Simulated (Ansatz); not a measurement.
# AlCu3: phonon calculation

System: AlCu3 (Fm-3m, 4 atoms in the cell).
Method: DFT PBEsol, scalar-relativistic, plane waves, PAW, no spin polarisation (Ansatz 0.2.0).

The structure derives from a Materials Project entry. It belongs to a series of runs on one base structure; here: phonons at volume × 0.98.

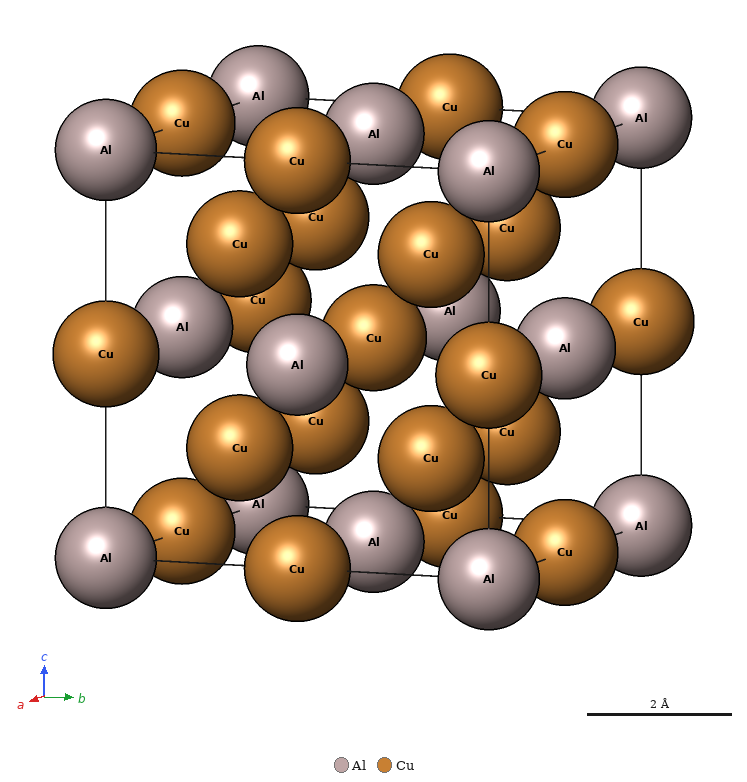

**Figure 1.** The input geometry (spheres-only view of the cell 4 times as large as that of the calculation, set on its symmetry axes, seen slightly off an axis). An atom can appear more than once, as a periodic image.

### Input file
```yaml
crystal:
  lattice:
    - [0.0, 2.8647053785, 2.8647053785]
    - [2.8647053785, 0.0, 2.8647053785]
    - [2.8647053785, 2.8647053785, 0.0]
  atoms:
    - { symbol: Al, position: [0.0, 0.0, 0.0] }
    - { symbol: Cu, position: [0.5, 0.5, 0.5] }
    - { symbol: Cu, position: [0.25, 0.25, 0.25] }
    - { symbol: Cu, position: [0.75, 0.75, 0.75] }
basis:
  ecutwfc: 420
kpoints:
  mp_grid: { grid: [12, 12, 12] }
hamiltonian:
  xc: pbesol
scf:
  occupations: { method: fermi_dirac, width: 0.15 }
output:
  eigenvalues: true
phonons:
  method: dfpt
  eigenvectors: true
  qmesh: [2, 2, 2]
  temperatures: { t_max: 1000, t_step: 100 }
  qpath:
    path:
      - [[0.0, 0.0, 0.0], [0.5, 0.0, 0.5], [0.625, 0.25, 0.625]]
      - [[0.375, 0.375, 0.75], [0.0, 0.0, 0.0], [0.5, 0.5, 0.5], [0.5, 0.25, 0.75], [0.5, 0.0, 0.5]]
    npoints: 8
```

Hardware: 2 threads of Intel Xeon (Sapphire Rapids), 32 GiB of memory available, shared host.

Command:
```bash
ansatz run input.yaml --threads 2 --pin off --max-ram 6144MiB --backend cpu --events-out ev --progress --plain --runs-dir out
```

### The program's output
```
Warning: phonons: the dynamical matrix that this run interpolates holds no multipole term above the dipole-dipole one, and a site of this crystal is no centre of inversion, so its interpolated transverse optical and acoustic branches and sound speeds can stay off near Gamma, and the density of states and the thermodynamics with them. What a run solves at a wave vector of phonons.qpoints, Gamma apart, where the deck admits one, is free of this, and under fd what a larger phonons.supercell samples
Engine: ansatz 0.2.0, x86_64-unknown-linux-gnu
Pseudopotentials: kind: paw
Pseudopotential: Al, paw, valence charge 3, recommended cutoff 420 eV (normal), Al.paw.azcp
Pseudopotential: Cu, paw, valence charge 19, recommended cutoff 420 eV (normal), Cu.paw.azcp
Functional definition: PBEsol
  exchange = pbesol_x
  correlation = pbesol_c
Crystal: 4 atoms, lattice volume = 47.019 Å³
Basis set: ecut = 420 eV, 941 PW (Γ), exchange–correlation on 60×60×60 points (8 copies of the dense FFT grid, shifted against one another)
Bands: 36, of which v1, the nominal top of the filled ones, is band 30 counted from 1 (29 counted from 0)
Symmetry: 48 space group operations
k-points: 72 of 1728
Non-local potential: Al, projectors of the file, l = 0: 2, l = 1: 2, l = 2: 1
Non-local potential: Cu, projectors of the file, l = 0: 3, l = 1: 2, l = 2: 3, l = 3: 1
PAW form: soft (Blöchl's): semilocal exchange-correlation on the pseudo side does not see the compensation charge
PAW frozen core: Al, regenerated for the run's functional, and the local potential with it (the file was generated under x = pbe(κ = 0.804, μ = 0.2195149727645171), c = pbe(β = 0.06672455060314922))
PAW frozen core: Cu, regenerated for the run's functional, and the local potential with it (the file was generated under x = pbe(κ = 0.804, μ = 0.2195149727645171), c = pbe(β = 0.06672455060314922))
PAW one-centre angular grid: Al, 110 points (default); XC on 64 Gauss nodes
PAW one-centre angular grid: Cu, 590 points (default); XC on 64 Gauss nodes
Initial density: superposition of atomic densities (neutral atoms: chi_scale 0, normalization atom), corrected by the library's trained network
Initial wavefunctions: pseudopotential atomic-orbital guess
Functional: x = pbesol(κ = 0.804, μ = 0.12345679012345678), c = pbesol(β = 0.046)
SCF iter   1: F=—  HF=-20291.619667 eV  |F-HF|=—  |Δ(HF+E_count)|=         —  Δρ=1.37e-2  dr2=4.41e-2  ethr=1.77e-3  ⟨swp⟩=5.2  Hψ=8852  notcnv=0
preconditioner: auto → Kerker (q_TF=auto, 2.841 Å⁻¹)  [metal: Δε(μ)=0.054 eV  Ē_g=9.038 eV  σ=0.150 eV  W_gap=0.09  n_scr=14 (ndim 8)  ℏωp=32.5 eV  f_vac=0.000  D(μ)=1.02/eV (n_scr^D=8)]
SCF iter   2: F=—  HF=-20291.609434 eV  |F-HF|=—  |Δ(HF+E_count)|=   1.02e-2  Δρ=9.72e-4  dr2=4.46e-4  ethr=7.36e-5  ⟨swp⟩=2.0  Hψ=4579  notcnv=0
SCF iter   3: F=—  HF=-20291.608936 eV  |F-HF|=—  |Δ(HF+E_count)|=   4.98e-4  Δρ=1.43e-3  dr2=6.01e-4  ethr=7.43e-7  ⟨swp⟩=2.0  Hψ=4559  notcnv=0
SCF iter   4: F=—  HF=-20291.608735 eV  |F-HF|=—  |Δ(HF+E_count)|=   2.01e-4  Δρ=3.46e-4  dr2=4.91e-5  ethr=7.43e-7  ⟨swp⟩=2.2  Hψ=3417  notcnv=0
SCF iter   5: F=—  HF=-20291.608727 eV  |F-HF|=—  |Δ(HF+E_count)|=   8.01e-6  Δρ=2.29e-4  dr2=2.51e-5  ethr=8.19e-8  ⟨swp⟩=2.0  Hψ=4089  notcnv=0
SCF iter   6: F=—  HF=-20291.608708 eV  |F-HF|=—  |Δ(HF+E_count)|=   1.90e-5  Δρ=5.22e-5  dr2=1.90e-6  ethr=4.19e-8  ⟨swp⟩=2.4  Hψ=3659  notcnv=0
SCF iter   7: F=—  HF=-20291.608714 eV  |F-HF|=—  |Δ(HF+E_count)|=   5.68e-6  Δρ=1.13e-5  dr2=1.08e-7  ethr=3.17e-9  ⟨swp⟩=2.0  Hψ=3846  notcnv=0
SCF iter   8: F=—  HF=-20291.608713 eV  |F-HF|=—  |Δ(HF+E_count)|=   3.45e-8  Δρ=3.13e-6  dr2=4.87e-9  ethr=1.79e-10  ⟨swp⟩=2.0  Hψ=3831  notcnv=0
SCF iter   9: F=—  HF=-20291.608713 eV  |F-HF|=—  |Δ(HF+E_count)|=   2.14e-9  Δρ=4.80e-7  dr2=1.11e-10  ethr=8.12e-12  ⟨swp⟩=2.0  Hψ=3449  notcnv=0
SCF iter  10: F=-20291.608713 eV  HF=-20291.608713 eV  |F-HF|=7.28e-12  |Δ(HF+E_count)|=  4.00e-11  Δρ=1.23e-7  dr2=6.47e-12  ethr=1.00e-12  ⟨swp⟩=5.2  Hψ=10960  notcnv=0
SCF 1 converged in 10 iterations: F = -20291.608713 eV  dr2 = 6.47e-12
  greatest PAW one-centre occupation: 1.000 electrons in one spin orbital (limit 2), on the Cu atom at site 1 (counted from 0), in its partial waves of l = 0
Initial density: read from a saved state, or passed on in memory by an earlier SCF of this step, an earlier step, the calling program or the single point that the run made first
iter 1 solved again at ethr=3.56e-9 eV; its pass at ethr=3.10e-3 eV (dr2=2.14e-6 eV) is discarded
SCF iter   1: F=—  HF=-20291.608713 eV  |F-HF|=—  |Δ(HF+E_count)|=         —  Δρ=2.82e-7  dr2=2.24e-11  ethr=3.56e-9  ⟨swp⟩=3.8  Hψ=16552  notcnv=0
eigensolver tolerance schedule: the retry pair's looser diagonalisation over-reported the residual by 95293.03 of it (diagonalisation noise at 0.12 of the residual, at the tolerance the schedule requests for it); recorded, not acted on — ethr = c·dr2/N_el stays at c = 1.0e-1
preconditioner: auto → Kerker (q_TF=auto, 2.841 Å⁻¹)  [metal: Δε(μ)=0.065 eV  Ē_g=9.092 eV  σ=0.150 eV  W_gap=0.11  n_scr=14 (ndim 8)  ℏωp=32.5 eV  f_vac=0.001  D(μ)=1.01/eV (n_scr^D=8)]
SCF iter   2: F=—  HF=-20291.608713 eV  |F-HF|=—  |Δ(HF+E_count)|=   1.48e-9  Δρ=2.98e-7  dr2=2.23e-11  ethr=1.00e-12  ⟨swp⟩=2.2  Hψ=4769  notcnv=0
iter 3 did not close the SCF: its close was put off for the readings that it lacked (scf_convergence_deferred on its scf_iter line)
SCF iter   3: F=-20291.608713 eV  HF=-20291.608713 eV  |F-HF|=3.64e-12  |Δ(HF+E_count)|=  1.09e-11  Δρ=1.39e-7  dr2=5.17e-12  ethr=1.00e-12  ⟨swp⟩=1.0  Hψ=2592  notcnv=0
iter 4 did not close the SCF: its close was put off for the readings that it lacked (scf_convergence_deferred on its scf_iter line)
SCF iter   4: F=-20291.608713 eV  HF=-20291.608713 eV  |F-HF|=3.64e-12  |Δ(HF+E_count)|=    0.00e0  Δρ=3.54e-8  dr2=3.45e-13  ethr=1.00e-12  ⟨swp⟩=1.0  Hψ=2592  notcnv=0
iter 5 did not close the SCF: its close was put off for the readings that it lacked (scf_convergence_deferred on its scf_iter line)
SCF iter   5: F=-20291.608713 eV  HF=-20291.608713 eV  |F-HF|=3.64e-12  |Δ(HF+E_count)|=  3.64e-12  Δρ=1.88e-8  dr2=8.70e-14  ethr=1.00e-12  ⟨swp⟩=1.0  Hψ=2592  notcnv=0
iter 6 did not close the SCF: its close was put off for the readings that it lacked (scf_convergence_deferred on its scf_iter line)
SCF iter   6: F=-20291.608713 eV  HF=-20291.608713 eV  |F-HF|=3.64e-12  |Δ(HF+E_count)|=  3.64e-12  Δρ=1.22e-8  dr2=3.86e-14  ethr=1.00e-12  ⟨swp⟩=1.0  Hψ=2592  notcnv=0
SCF iter   7: F=-20291.608713 eV  HF=-20291.608713 eV  |F-HF|=0.00e0  |Δ(HF+E_count)|=    0.00e0  Δρ=4.45e-9  dr2=4.60e-15  ethr=1.00e-12  ⟨swp⟩=1.0  Hψ=5473  notcnv=0
SCF 2 converged in 7 iterations: F = -20291.608713 eV  dr2 = 4.60e-15
phonons: the bands overlap, so this run is a metal and interpolates without the dipole-dipole term. If the crystal is really an insulator or semiconductor, its LO-TO splitting is missing
NSCF: frozen V_eff on 72 k-points
NSCF: frozen V_eff on 163 k-points
DFPT response loops at q = (0, 0, 0) (fractional): preconditioner auto → Kerker (q_TF=auto, 2.841 Å⁻¹) (partly filled bands, converged f_vac=0.001); β = 1.00, the filter's whole step (`scf.mixing.beta` (0.50) is not read by the response loops under this deck's `scf.mixing.preconditioner`; to damp them name `kerker` or `kerker_dos`, under which they read `scf.mixing.beta`, and type it under 1.00, their step now; both keys bind the ground state too); Broyden in place of MSR1
NSCF: frozen V_eff on 952 k-points
DFPT response loops at q = (0, 0, -0.5) (fractional): mixed as the last ones told, above
NSCF: frozen V_eff on 560 k-points
DFPT response loops at q = (0, -0.5, -0.5) (fractional): mixed as the last ones told, above
SCF converged after 10 iterations
Free energy (F): -20291.608713 eV
Harris-Foulkes:  -20291.608713 eV  (|F-HF|=7.28e-12)
Internal energy: -20291.532723 eV  (E = F + TS)
E sigma→0 (E₀):  -20291.570718 eV
Entropy (-TS):   -0.075990 eV (-18.998 meV/atom)
Fermi energy:    15.792771 eV
--- Per-component energies (eV) ---
  E_band       = -1133.579294
  E_kinetic    = 927.683272
  E_local      = -13761.818397  (includes V_loc(G=0)·N_el)
  E_nonlocal   = 1180.969129
  E_hartree    = 6122.404941
  E_xc         = -309.711941
  E_vxc        = -379.603866  (∫ρ·V_xc dr)
  E_paw        = -5330.327529  (= ΣΔE_a)
  E_vpaw       = -1345.619977  (= ΣTr[D̂ρ^β])
  E_aug_tail   = 0.000701  (compensation charges beyond the density's cutoff)
  E_ewald      = -9121.370643
  E_core_change = 0.637746  (= ΣΔE_core)
  E_smearing   = -0.075990  (= −TS)
  E_closure    = 0.000000  (closes the sum)
  Σ components = -20291.608713   (vs F -20291.608713, Δ=0.00e0)
--- Band table (eV; the first three rows and the last of 72) ---
  k-point 0: bands = ["-97.2072", "-97.2044", "-96.8882", "-54.7321", "-54.7321", "-54.7321", "-54.7231", "-54.7231", "-54.7231", "-54.4075", "-54.4075", "-54.4075", "4.8947", "10.9028", "10.9028", "11.0012", "11.0012", "11.0012", "11.8574", "11.8574", "11.8574", "12.9330", "12.9330", "12.9330", "13.1308", "13.1308", "13.2458", "13.2458", "19.5116", "19.5116", "19.5116", "20.0009", "20.0009", "20.0009", "21.0637", "22.4183"]
  k-point 1: bands = ["-97.2071", "-97.2044", "-96.8881", "-54.7324", "-54.7320", "-54.7320", "-54.7232", "-54.7232", "-54.7228", "-54.4076", "-54.4075", "-54.4075", "4.9930", "10.8760", "10.8760", "10.9604", "11.0719", "11.0719", "11.8489", "11.8489", "11.8607", "12.8557", "12.8742", "12.8742", "13.1637", "13.1637", "13.2382", "13.2382", "18.1543", "19.1300", "19.1300", "20.2527", "20.4377", "20.4377", "21.6272", "22.3253"]
  k-point 2: bands = ["-97.2070", "-97.2046", "-96.8882", "-54.7327", "-54.7318", "-54.7318", "-54.7237", "-54.7237", "-54.7223", "-54.4079", "-54.4073", "-54.4073", "5.2856", "10.8394", "10.8675", "10.8675", "11.2041", "11.2041", "11.8239", "11.8273", "11.8273", "12.6663", "12.7486", "12.7486", "13.1947", "13.1947", "13.2366", "13.2366", "16.5700", "18.7068", "18.7068", "20.0456", "20.6583", "20.6583", "21.8881", "22.2184"]
  k-point 71: bands = ["-97.2056", "-97.2056", "-96.8884", "-54.7390", "-54.7339", "-54.7288", "-54.7288", "-54.7185", "-54.7184", "-54.4080", "-54.4080", "-54.4055", "9.0302", "9.8473", "9.8473", "10.3645", "11.6930", "11.7321", "11.7681", "11.7681", "12.0406", "12.0406", "12.4802", "12.6200", "13.1743", "13.1743", "13.3460", "13.3560", "13.5341", "13.7511", "13.7511", "21.4088", "21.4088", "21.5087", "21.6063", "27.0389"]
--- Phonons (Γ-DFPT): 3 representative perturbations + reference (Σ response iterations 11) ---
  ASR residual: 1.888e-4 → 0.000e0 eV/Å²; symmetrization residual: 2.386e-6 eV/Å²
  ASR residual per site (eV/Å²): 7.53e-6 1.89e-4 9.92e-5 9.92e-5
  Γ frequencies (cm⁻¹): 0.00 0.00 0.00 170.54 170.54 170.54 203.84 203.84 203.84 309.54 309.54 309.54
--- Phonons (arbitrary-q DFPT): 3 irreducible q on the 2×2×2 mesh ---
  q = [0.0000, 0.0000, 0.0000] (star 1, of the zone-centre solve; hermiticity 6.09e-7, symmetrization 5.68e-12): -0.00 -0.00 -0.00 170.54 170.54 170.54 203.84 203.84 203.84 309.54 309.54 309.54
  q = [0.0000, 0.0000, -0.5000] (star 4, 3 solved perturbations on 476 of 1728 k-point pairs; hermiticity 2.95e-7, symmetrization 2.11e-12): 89.76 89.76 106.64 106.64 137.13 153.45 217.80 225.98 225.98 313.90 313.90 316.39
  q = [0.0000, -0.5000, -0.5000] (star 3, 6 solved perturbations in 1329 linear systems a pass and spin channel, the states on 280 of 1728 k-point pairs; hermiticity 3.50e-7, symmetrization 9.72e-13): -30.23 -30.23 172.68 172.68 182.36 183.19 183.98 201.28 201.28 306.28 325.65 325.65
  sum rule: each row above includes the acoustic sum rule's correction from the zone centre's row sums; it moved no ω² by more than (0.90 cm⁻¹)²
  mesh force constants: q→R imaginary residual 3.44e-17; ASR residual 1.888e-4 → 0.000e0 eV/Å²; symmetrization residual 8.882e-15 eV/Å²
  interpolated dispersion: 50 rows × 12 modes
  density of states and harmonic sums: on the 20×20×20 q-mesh, interpolated from the force constants of a 2×2×2 supercell (no non-analytic term)
  largest difference from the sums on the solved wave vectors: F 2.37e-1 eV, S 3.20e-4 and C_V 8.25e-5 eV/K
  zero-point energy: 0.141556 eV/cell   skipped modes (ω ≤ 0): 58, of them read as no rigid motion or as one in doubt: 55 (1.688e-1 modes/cell left out, lowest -33.09 cm⁻¹)   left out of the sums: 1.41e-2 of the cell's modes: C_V's classical limit lies that fraction below 3 k_B per atom; for a crystal, a wire or a layer, F and S can be off by more, and a phonons.interpolated_qmesh denser along its periods is the remedy for the sampling
```

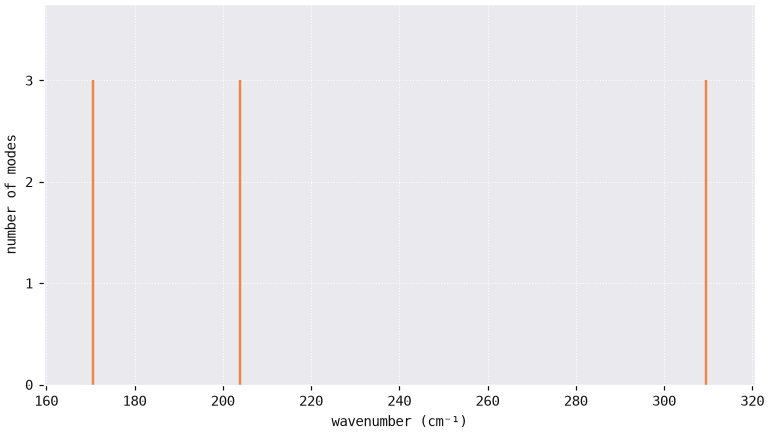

**Figure 2.** Optical phonons at the zone centre (no LO–TO term); neighbouring modes closer than 3 cm⁻¹ are counted in one stick. 9 modes from 171 to 310 cm⁻¹, none imaginary.

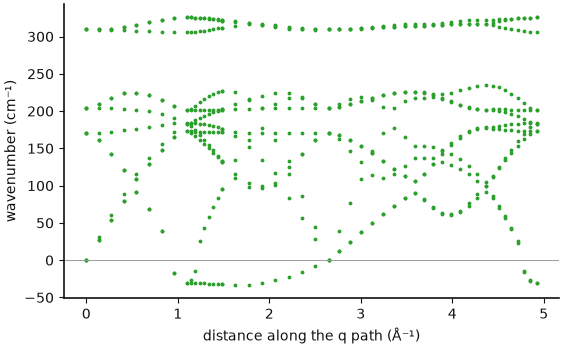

**Figure 3.** Phonon frequencies along the path of the input (imaginary ones negative). The highest is 326 cm⁻¹; the lowest is 33i cm⁻¹, so the structure is dynamically unstable.

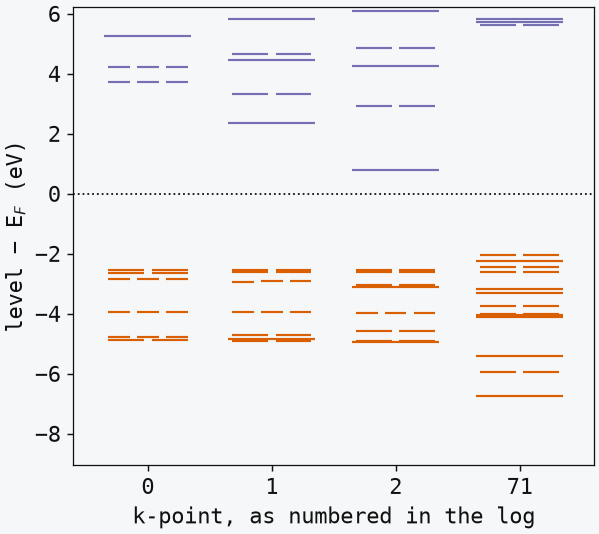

**Figure 4.** Kohn–Sham levels near the Fermi level (dotted) at the few k-points that the log prints; levels within 0.02 eV of each other stand side by side. The system is metallic on the full mesh.

### Summary

| quantity | value |
| --- | --- |
| outcome | converged |
| space group (tolerance 0.01 Å) | Fm-3m (225) |
| electrons treated | 60 |
| free energy | −20291.6087 eV |
| Fermi energy | 15.793 eV |
| gap on the k-point mesh | none (metallic) |
| wall time | 4.6 min (CPU time 8.9 min) |
| peak memory | 2.3 GiB |

### Remarks

Results for this metal are sensitive to the k-point mesh.
